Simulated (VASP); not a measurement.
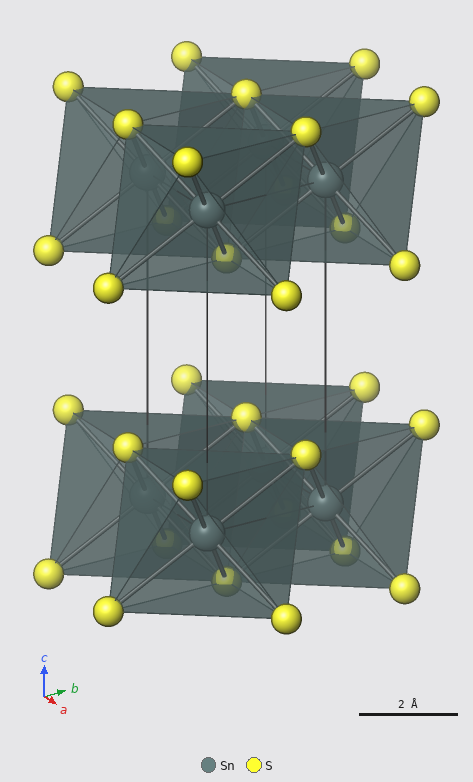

**Figure 1.** The starting structure (polyhedral view of the cell of the calculation, seen slightly off an axis; polyhedra are completed across the faces of the cell).

# Geometry relaxation, with input and output: SnS$_{2}$ (part 1 of 2)

The run: geometry relaxation of SnS$_{2}$ (3 atoms in the cell). Method and program: Kohn-Sham DFT of a periodic cell, PBE, VASP PAW PBE potentials, recommended, no spin polarisation (VASP 6.6.1).

The structure derives from an entry of the Crystallography Open Database.

INCAR:
```
ALGO     = Normal         # electronic algorithm
EDIFF    = 1E-7           # SCF threshold, eV
EDIFFG   = -0.005         # ionic threshold
ENCUT    = 520            # plane-wave cutoff, eV
GGA      = PE             # functional
IBRION   = 2              # ionic algorithm
ISIF     = 3              # what is computed and relaxed
ISMEAR   = 0              # smearing method
LASPH    = T              # aspherical terms in the spheres
LCHARG   = F              # write CHGCAR
LREAL    = F              # projectors in reciprocal space
LWAVE    = F              # write WAVECAR
NELM     = 120            # most SCF steps
NSW      = 60             # ionic steps
POTIM    = 0.3            # step
PREC     = Accurate       # precision mode
SIGMA    = 0.1            # smearing width, eV
```

KPOINTS:
```
k-points
0
Gamma
  8 8 5
```

POSCAR:
```
SnS2                                    
1.0
    3.7011831411      0.0000000000     -0.0000000000
   -1.8505915706      3.2053186197     -0.0000000000
   -0.0000000000      0.0000000000      6.7678411241
  Sn              S             
     1     2
Direct
     0.0000000000000000    0.0000000000000000    0.0000000000000000
     0.3333333300000021    0.6666666699999979    0.2184383702053440
     0.6666666699999979    0.3333333300000021    0.7815616297946560
```

Run on 1 thread of AMD EPYC (Zen 3), 192 GiB of memory available, shared host.

Launch command:
```bash
cat potpaw_PBE.64/Sn_d/POTCAR potpaw_PBE.64/S/POTCAR > POTCAR
mpirun -np 1 vasp_std > vasp.out
```

OSZICAR:
```
N       E                     dE             d eps       ncg     rms          rms(c)
DAV:   1     0.200419447799E+03    0.20042E+03   -0.12522E+04  1361   0.173E+03
DAV:   2     0.863026632117E+01   -0.19179E+03   -0.18816E+03  1549   0.387E+02
DAV:   3    -0.130786415471E+02   -0.21709E+02   -0.21120E+02  1731   0.125E+02
DAV:   4    -0.137201937047E+02   -0.64155E+00   -0.64092E+00  1760   0.230E+01
DAV:   5    -0.137396454552E+02   -0.19452E-01   -0.19449E-01  2139   0.386E+00    0.813E+00
DAV:   6    -0.132449074279E+02    0.49474E+00   -0.12229E+00  2069   0.124E+01    0.598E+00
DAV:   7    -0.132224547673E+02    0.22453E-01   -0.29393E-01  1803   0.376E+00    0.192E+00
DAV:   8    -0.132217569672E+02    0.69780E-03   -0.27955E-02  1834   0.178E+00    0.625E-01
DAV:   9    -0.132222405885E+02   -0.48362E-03   -0.24990E-03  1760   0.433E-01    0.144E-01
DAV:  10    -0.132222428484E+02   -0.22599E-05   -0.32306E-04  2050   0.155E-01    0.773E-02
DAV:  11    -0.132223032545E+02   -0.60406E-04   -0.91289E-05  1577   0.635E-02    0.231E-02
DAV:  12    -0.132223026519E+02    0.60260E-06   -0.36024E-06  1988   0.145E-02    0.166E-02
DAV:  13    -0.132223049371E+02   -0.22853E-05   -0.48345E-06  1567   0.162E-02    0.515E-03
DAV:  14    -0.132223049072E+02    0.29941E-07   -0.25262E-07  1930   0.331E-03
   1 F= -.13222305E+02 E0= -.13222305E+02  d E =-.132223E+02
       N       E                     dE             d eps       ncg     rms          rms(c)
DAV:   1    -0.132223444711E+02   -0.39534E-04   -0.10132E-03  1761   0.490E-01    0.389E-02
DAV:   2    -0.132223169959E+02    0.27475E-04   -0.63004E-05  1799   0.128E-01    0.168E-02
DAV:   3    -0.132223095194E+02    0.74765E-05   -0.21605E-05  1744   0.729E-02    0.428E-03
DAV:   4    -0.132223099852E+02   -0.46587E-06   -0.13076E-06  1987   0.109E-02    0.193E-03
DAV:   5    -0.132223104276E+02   -0.44241E-06   -0.82525E-08   929   0.476E-03    0.751E-04
DAV:   6    -0.132223106616E+02   -0.23402E-06   -0.42466E-08   788   0.235E-03    0.210E-04
DAV:   7    -0.132223106814E+02   -0.19730E-07   -0.79802E-09   771   0.105E-03
   2 F= -.13222311E+02 E0= -.13222311E+02  d E =-.577417E-05
```

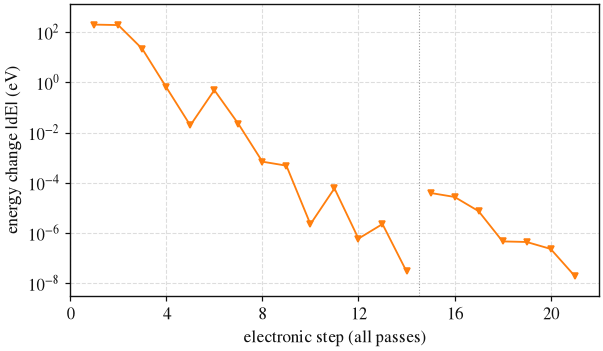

**Figure 2.** Convergence of the self-consistent field: energy change |dE| against the electronic step. Each stretch between dotted lines is the SCF of one geometry step of a relaxation. The 2 ionic steps take 7 to 14 electronic steps each. The density is held fixed in the first few steps, and dE rises again when its update begins.

Parts of OUTCAR:
```
EDIFF = 1E-7
   EDIFFG = -0.005
   ENCUT = 520
   GGA = PE
   IBRION = 2
   ISIF = 3
   ISMEAR = 0
   LASPH = T
   LREAL = F
   NELM = 120
   NSW = 60
   POTIM = 0.3
   PREC = Accurate

 ion  position               nearest neighbor table
   1  0.000  0.000  0.000-   2 2.60   3 2.60   2 2.60   3 2.60   3 2.60   2 2.60
   2  0.333  0.667  0.218-   1 2.60   1 2.60   1 2.60
   3  0.667  0.333  0.782-   1 2.60   1 2.60   1 2.60

  LATTYP: Found a hexagonal cell.
 ALAT       =     3.7011831411
 C/A-ratio  =     1.8285615345

  Lattice vectors:

 A1 = (   3.7011831411,   0.0000000000,   0.0000000000)
 A2 = (  -1.8505915706,   3.2053186197,   0.0000000000)
 A3 = (   0.0000000000,   0.0000000000,   6.7678411241)

Analysis of symmetry for initial positions (statically):
=====================================================================
 Subroutine PRICEL returns:
 Original cell was already a primitive cell.

 Routine SETGRP: Setting up the symmetry group for a
 hexagonal supercell.

 Subroutine GETGRP returns: Found 12 space group operations
 (whereof 12 operations were pure point group operations)
 out of a pool of 24 trial point group operations.

The static configuration has the point symmetry D_3d.

Analysis of symmetry for dynamics (positions and initial velocities):
=====================================================================
 Subroutine PRICEL returns:
 Original cell was already a primitive cell.

 Routine SETGRP: Setting up the symmetry group for a
 hexagonal supercell.

 Subroutine GETGRP returns: Found 12 space group operations
 (whereof 12 operations were pure point group operations)
 out of a pool of 24 trial point group operations.

The dynamic configuration has the point symmetry D_3d.

 Subroutine INISYM returns: Found 12 space group operations
 (whereof 12 operations are pure point group operations),
 and found     1 'primitive' translations

----------------------------------------------------------------------------------------

                                     Primitive cell

  volume of cell :      80.2901

  direct lattice vectors                    reciprocal lattice vectors
     3.701183141  0.000000000  0.000000000     0.270183874  0.155990733  0.000000000
    -1.850591571  3.205318620  0.000000000     0.000000000  0.311981465  0.000000000
     0.000000000  0.000000000  6.767841124     0.000000000  0.000000000  0.147757606

  length of vectors
     3.701183141  3.701183137  6.767841124     0.311981465  0.311981465  0.147757606

  position of ions in fractional coordinates (direct lattice)
     0.000000000  0.000000000  0.000000000
     0.333333330  0.666666670  0.218438370
     0.666666670  0.333333330  0.781561630

  ion indices of the primitive-cell ions
   primitive index   ion index
                 1           1
                 2           2
                 3           3

----------------------------------------------------------------------------------------

 KPOINTS: k-points

Automatic generation of k-mesh.
 Grid dimensions read from file:
 generate k-points for:    8    8    5

 Generating k-lattice:

  Cartesian coordinates                     Fractional coordinates (reciprocal lattice)
     0.033772984  0.019498842  0.000000000     0.125000000  0.000000000  0.000000000
     0.000000000  0.038997683  0.000000000     0.000000000  0.125000000  0.000000000
     0.000000000  0.000000000  0.029551521     0.000000000  0.000000000  0.200000000

  Length of vectors
     0.038997683  0.038997683  0.029551521

  Shift w.r.t. Gamma in fractional coordinates (k-lattice)
     0.000000000  0.000000000  0.000000000

 Subroutine IBZKPT returns following result:
 ===========================================

 Found     40 irreducible k-points:

 Following reciprocal coordinates:
            Coordinates               Weight
  0.000000  0.000000  0.000000      1.000000
  0.125000  0.000000  0.000000      6.000000
  0.250000  0.000000  0.000000      6.000000
  0.375000 -0.000000  0.000000      6.000000
  0.500000  0.000000  0.000000      3.000000
  0.125000  0.125000  0.000000      6.000000
  0.250000  0.125000  0.000000     12.000000
  0.375000  0.125000  0.000000     12.000000
  0.250000  0.250000  0.000000      6.000000
  0.375000  0.250000  0.000000      6.000000
  0.000000  0.000000  0.200000      2.000000
  0.125000  0.000000  0.200000      6.000000
  0.000000  0.125000  0.200000      6.000000
  0.250000  0.000000  0.200000      6.000000
  0.000000  0.250000  0.200000      6.000000
  0.375000 -0.000000  0.200000      6.000000
  0.000000  0.375000  0.200000      6.000000
  0.500000  0.000000  0.200000      6.000000
  0.125000  0.125000  0.200000     12.000000
  0.250000  0.125000  0.200000     12.000000
 -0.125000  0.375000  0.200000     12.000000
  0.375000  0.125000  0.200000     12.000000
 -0.125000  0.500000  0.200000     12.000000
  0.250000  0.250000  0.200000     12.000000
 [... further k-points ...]
   k-points           NKPTS =     40   k-points in BZ     NKDIM =     40   number of bands    NBANDS=     17
   number of dos      NEDOS =    301   number of ions     NIONS =      3
   total plane-waves  NPLWV =  39200
   dimension x,y,z NGX =    28 NGY =   28 NGZ =   50
   dimension x,y,z NGXF=    56 NGYF=   56 NGZF=  100
   ions per type =               1   2
   NGX,Y,Z   is equivalent  to a cutoff of  12.58, 12.58, 12.28 a.u.
   NGXF,Y,Z  is equivalent  to a cutoff of  25.15, 25.15, 24.56 a.u.
 SYSTEM =  unknown system
   PREC   = accura    normal or accurate (medium, high low for compatibility)
   ISTART =      0    job   : 0-new  1-cont  2-samecut
   ICHARG =      2    charge: 1-file 2-atom 10-const
   ISPIN  =      1    spin polarized calculation?
   LNONCOLLINEAR =      F non collinear calculations
   LSORBIT =      F    spin-orbit coupling
   LASPH  =      T    aspherical Exc in radial PAW
   ENCUT  =  520.0 eV  38.22 Ry    6.18 a.u.   6.88  6.88 12.58*2*pi/ulx,y,z
   NELM   =    120;   NELMIN=  2; NELMDL= -5     # of ELM steps
   EDIFF  = 0.1E-06   stopping-criterion for ELM
   LREAL  =      F    real-space projection
   EDIFFG = -.5E-02   stopping-criterion for IOM
   NSW    =     60    number of steps for IOM
   IBRION =      2    ionic relax: 0-MD 1-quasi-New 2-CG
   NFREE  =      1    steps in history (QN), initial steepest desc. (CG)
   ISIF   =      3    stress and relaxation
   ISYM   =      2    0-nonsym 1-usesym 2-fastsym
   POTIM  = 0.3000    time-step for ionic-motion
   TEBEG  =    0.0;   TEEND  =   0.0 temperature during run
   PSTRESS=    0.0 pullay stress
   NELECT =      26.0000    total number of electrons
   NUPDOWN=      -1.0000    fix difference up-down
   EMIN   =  10.00;   EMAX   =-10.00  energy-range for DOS
   EFERMI =   0.00;   METHOD = LEGACY
   ISMEAR =     0;   SIGMA  =   0.10  broadening in eV -4-tet -1-fermi 0-gaus
   EFERMI_NEDOS =   21; number of points for ismear=-14 and -15
   IALGO  =     38    algorithm
   IMIX   =      4    mixing-type and parameters
     AMIX     =   0.40;   BMIX     =  1.00
     AMIX_MAG =   1.60;   BMIX_MAG =  1.00
  volume/ion in A,a.u.               =      26.76       180.61
  Fermi-wavevector in a.u.,A,eV,Ry     =   1.124204  2.124438 17.195528  1.263836
  Thomas-Fermi vector in A             =   2.260875
   LORBIT       =      0    0 simple, 1 ext, 2 COOP (PROOUT), +10 PAW based schemes
   GGA     = PE    functional components
   LHFCALC =     F    Hartree Fock is set to
   AEXX    =    0.0000 exact exchange contribution
   IVDW    =     0    specifies the selected vdW correction
   LEPSILON=     F    determine dielectric tensor
   LRPA    =     F    only Hartree local field effects (RPA)
 conjugate gradient relaxation of ions
 non-spin polarized calculation
 Gauss-broadening in eV      SIGMA  =   0.10
  energy-cutoff  :      520.00
  volume of cell :       80.29
 maximum number of plane-waves:      2178
```
